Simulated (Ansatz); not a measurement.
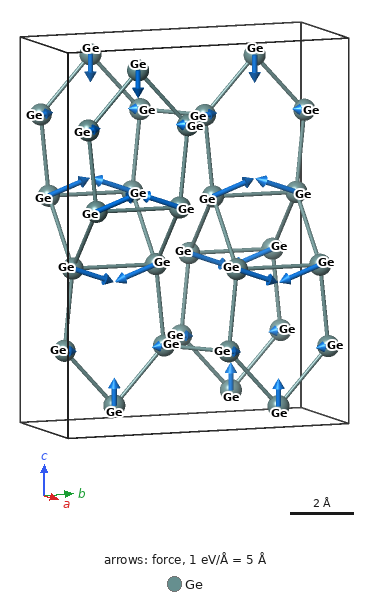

Starting geometry of a crystal of Ge (a generated structure, set up in Cmme) with the computed forces as blue arrows. The picture is a ball-and-stick view of the conventional cell (2 times the calculation's cell), seen slightly off an axis. Lengths and directions refer to the drawn axes.

All numbers below come from Ansatz, DFT PBE, scalar-relativistic, plane waves, PAW.

Input
```yaml
crystal:
  lattice:
    - [2.0557212519, -4.8071286102, 0.0]
    - [2.0557212519, 4.8071286102, 0.0]
    - [0.0, 0.0, 12.3788022625]
  atoms:
    - { symbol: Ge, position: [0.25, 0.75, 0.0549432617] }
    - { symbol: Ge, position: [0.75, 0.25, 0.9450567383] }
    - { symbol: Ge, position: [0.5728706739, 0.4271293261, 0.7961818542] }
    - { symbol: Ge, position: [0.4271293261, 0.5728706739, 0.2038181458] }
    - { symbol: Ge, position: [0.9271293261, 0.0728706739, 0.7961818542] }
    - { symbol: Ge, position: [0.0728706739, 0.9271293261, 0.2038181458] }
    - { symbol: Ge, position: [0.1015858575, 0.8984141425, 0.4159512791] }
    - { symbol: Ge, position: [0.8984141425, 0.1015858575, 0.5840487209] }
    - { symbol: Ge, position: [0.3984141425, 0.6015858575, 0.4159512791] }
    - { symbol: Ge, position: [0.6015858575, 0.3984141425, 0.5840487209] }
basis:
  ecutwfc: 420
kpoints:
  mp_grid: { grid: [10, 10, 4] }
hamiltonian:
  xc: pbe
scf:
  occupations: { method: gaussian, width: 0.1 }
output:
  forces: true
  stress: true
  eigenvalues: true
  write_density: true
  write_potential: true
  elf: true
  volumetric_format: npy
relax:
  adjacent_minimum: "off"
  f_tol: 0.01
  max_steps: 80
  cell: { stress_tol: 0.05 }
```

Command:
```bash
ansatz run input.yaml --threads 1 --pin off --max-ram 2560MiB --backend cpu --events-out ev --progress --plain --runs-dir out
```

Question: What follows when this structure is relaxed?

Answer: It isn't relaxed: the largest force vector, on Ge atoms, is 0.30 eV/Å. The final displacements follow the starting forces only in part (cosine between the two patterns 0.66). Over 14 accepted moves (17 points after the start) the energy falls by 177 meV per atom. The largest force component goes from 0.28 to 0.0032 eV/Å. The pressure goes from 0.14 to 0.00 GPa. The line search rejected the trial step at point 8 of the run. At 2 points the geometry stayed and the basis and grid were re-selected for the new cell (energy shift of 6.7 meV per atom at most each time). The largest moves relative to the cell, 0.46 Å, are those of Ge7, Ge8, Ge9 and Ge10. Ge7 goes along [0 −2 1]. The volume changes by −1.0 %, with a 4.111 → 4.145 Å (+0.8 %), b 9.614 → 11.388 Å (+18.4 %), c 12.379 → 10.260 Å (−17.1 %). Near-neighbour distances that change, for instance: Ge7–Ge10 2.925 → 2.501 Å, Ge7–Ge9 2.854 → 2.515 Å, Ge3–Ge10 2.640 → 2.497 Å, Ge1–Ge2 2.465 → 2.509 Å. Bond angles that change, for instance: Ge2–Ge3–Ge10 131.3° → 102.4°, Ge3–Ge2–Ge5 85.5° → 114.0°, Ge10–Ge7–Ge10 89.3° → 111.9°. The space group stays Cmme (No. 67). Cost: 41 min on 1 thread of Arm Neoverse V1, with other jobs on the host, peak memory 1.4 GiB.
